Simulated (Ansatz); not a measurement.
# A series of single points on Mo

System: Mo (P6₃/mmc, 2 atoms in the cell).
Method: DFT, LDA (PW92), plane waves (420 eV) with PAW, scalar-relativistic, no spin polarisation (Ansatz 0.2.0).

The 6 runs differ only in the geometry, by an even scaling of the cell at fixed fractional positions.

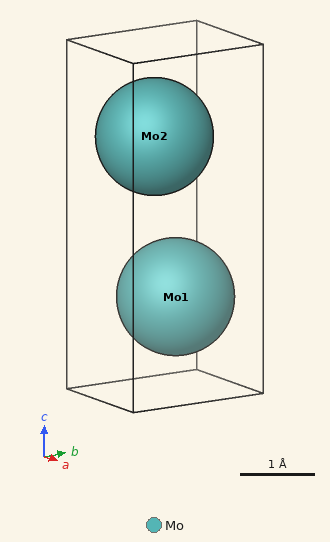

Figure 1. The structure of run 4 (spheres-only view of the cell of the calculation, seen slightly off an axis; atoms are numbered from 1 in the order of the input).

**Input of run 4**
```yaml
crystal:
  lattice:
    - [2.7193384109, 0.0, 0.0]
    - [-1.3596692054, 2.3550161453, 0.0]
    - [0.0, 0.0, 4.7844624482]
  atoms:
    - { symbol: Mo, position: [0.3333333333, 0.6666666667, 0.25] }
    - { symbol: Mo, position: [0.6666666667, 0.3333333333, 0.75] }
hamiltonian:
  xc: lda
  pseudopotentials:
    kind: paw
    azcp:
      Mo: "pseudopotentials/Mo.paw.azcp"
basis:
  ecutwfc: 420
  fft_grid_basis: typed
kpoints:
  mp_grid: { grid: [15, 15, 8], shift: [0, 0, 0] }
magnetization:
  spin_polarized: false
scf:
  occupations: { method: fermi_dirac, width: 0.1 }
  lower_state_search: "off"
output:
  stress: true
```

Run 3 differs from it as follows:
```diff
-    - [2.7193384109, 0.0, 0.0]
-    - [-1.3596692054, 2.3550161453, 0.0]
-    - [0.0, 0.0, 4.7844624482]
+    - [2.6825860892, 0.0, 0.0]
+    - [-1.3412930446, 2.3231877011, 0.0]
+    - [0.0, 0.0, 4.7197996236]
```

**Results, with one run withheld**

| run | volume per atom (Å³) | free energy per atom, from the lowest run given (meV) | pressure (GPa) |
| --- | --- | --- | --- |
| 1 | 13.482 | 230.47 | 44.46 |
| 2 | 14.094 | 95.60 | 26.65 |
| 3 | 14.707 | ? | ? |
| 4 | 15.320 | 0.00 | 0.11 |
| 5 | 16.546 | 71.56 | −17.61 |
| 6 | 17.158 | 151.68 | −24.06 |

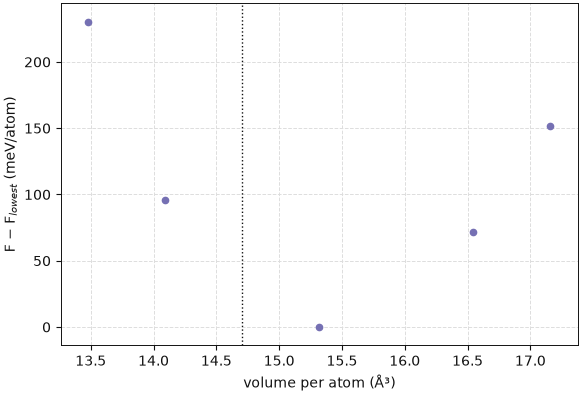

Figure 2. Free energy per atom of the runs given; the dotted line marks run 3.

What should run 3 give?

A cubic polynomial in V^(−2/3) (the Birch–Murnaghan form), fitted to the 5 runs given, misses them by at most 0.04 meV per atom. With x = V^(−2/3) − 0.16287 Å⁻², it reads F = 0.73374 + 1757.3 x + 1.1002e+06 x² + 1.1274e+05 x³ (meV per atom). At run 3 it gives 22.51 meV per atom, and the run itself gives 22.49. The slope of the fit gives a pressure −dF/dV of 12.04 GPa there, and the run prints 12.06 GPa. The fit has its minimum at 15.326 Å³ per atom, where V d²F/dV² gives 268 GPa. Cell shape and fractional positions are held, so this is the stiffness under even scaling; the relaxed bulk modulus wasn't computed.

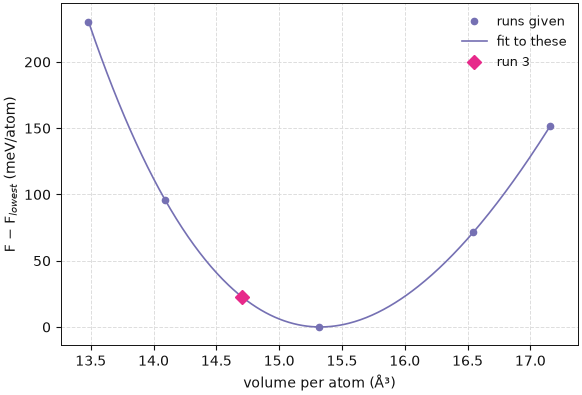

Figure 3. The fit and the withheld run.

**Output, shortened to warnings, some set-up lines, iterations and results (run 3)**
```
Warning: [file] the record states the generating functional pbe (its physics header spells it `PBE`), which answers neither for hamiltonian.xc's functional nor for the lda family's — results may be inconsistent (PPs are generated against a specific XC)
Basis set: ecut = 420 eV, 573 PW (Γ)
Symmetry: 24 space group operations
k-points: 135 of 1800
Initial density: superposition of atomic densities (neutral atoms: chi_scale 0, normalization atom), corrected by the library's trained network
[...]
SCF iter   1: F=—  HF=-9684.825787 eV  |F-HF|=—  |Δ(HF+E_count)|=         —  Δρ=9.08e-3  dr2=1.26e-2  ethr=1.77e-3  ⟨swp⟩=5.1  Hψ=10968  notcnv=0
SCF iter   2: F=—  HF=-9684.823749 eV  |F-HF|=—  |Δ(HF+E_count)|=   2.04e-3  Δρ=5.41e-3  dr2=4.84e-3  ethr=4.52e-5  ⟨swp⟩=1.1  Hψ=3535  notcnv=0
SCF iter   3: F=—  HF=-9684.822665 eV  |F-HF|=—  |Δ(HF+E_count)|=   1.08e-3  Δρ=6.71e-4  dr2=7.61e-5  ethr=1.73e-5  ⟨swp⟩=2.3  Hψ=3604  notcnv=0
SCF iter   4: F=—  HF=-9684.822653 eV  |F-HF|=—  |Δ(HF+E_count)|=   1.15e-5  Δρ=1.93e-4  dr2=7.54e-6  ethr=2.72e-7  ⟨swp⟩=2.0  Hψ=4076  notcnv=0
SCF iter   5: F=—  HF=-9684.822651 eV  |F-HF|=—  |Δ(HF+E_count)|=   2.56e-6  Δρ=4.73e-5  dr2=3.30e-7  ethr=2.69e-8  ⟨swp⟩=2.0  Hψ=3974  notcnv=0
SCF iter   6: F=-9684.822651 eV  HF=-9684.822651 eV  |F-HF|=1.77e-9  |Δ(HF+E_count)|=   5.84e-8  Δρ=5.14e-6  dr2=5.13e-9  ethr=3.57e-10  ⟨swp⟩=4.0  Hψ=8525  notcnv=0
SCF 1 converged in 6 iterations: F = -9684.822651 eV  dr2 = 5.13e-9
SCF converged after 6 iterations
Free energy (F): -9684.822651 eV
Harris-Foulkes:  -9684.822651 eV  (|F-HF|=1.77e-9)
Internal energy: -9684.742124 eV  (E = F + TS)
E sigma→0 (E₀):  -9684.782387 eV
Entropy (-TS):   -0.080527 eV (-40.263 meV/atom)
Fermi energy:    22.008590 eV
--- Per-component energies (eV) ---
  E_band       = -71.846696
  E_kinetic    = 890.161861
  E_local      = -1501.760319  (includes V_loc(G=0)·N_el)
  E_nonlocal   = 297.879082
  E_hartree    = 499.200062
  E_xc         = -366.944645
  E_vxc        = -460.084846  (∫ρ·V_xc dr)
  E_paw        = -6179.938412  (= ΣΔE_a)
  E_vpaw       = -296.443307  (= ΣTr[D̂ρ^β])
  E_aug_tail   = 0.000064  (compensation charges beyond the density's cutoff)
  E_ewald      = -3324.285449
  E_core_change = 0.945632  (= ΣΔE_core)
  E_smearing   = -0.080527  (= −TS)
  E_closure    = 0.000000  (closes the sum)
  Σ components = -9684.822651   (vs F -9684.822651, Δ=0.00e0)
--- Stress (GPa, compression-positive) ---
       12.541305      -0.000000       0.000000
        0.000000      12.541305       0.000000
        0.000000       0.000000      11.086969
  P = ⅓ Tr σ = 12.0565 GPa (120.565 kbar)
```

Warnings of the run: the PAW datasets were made with another functional.
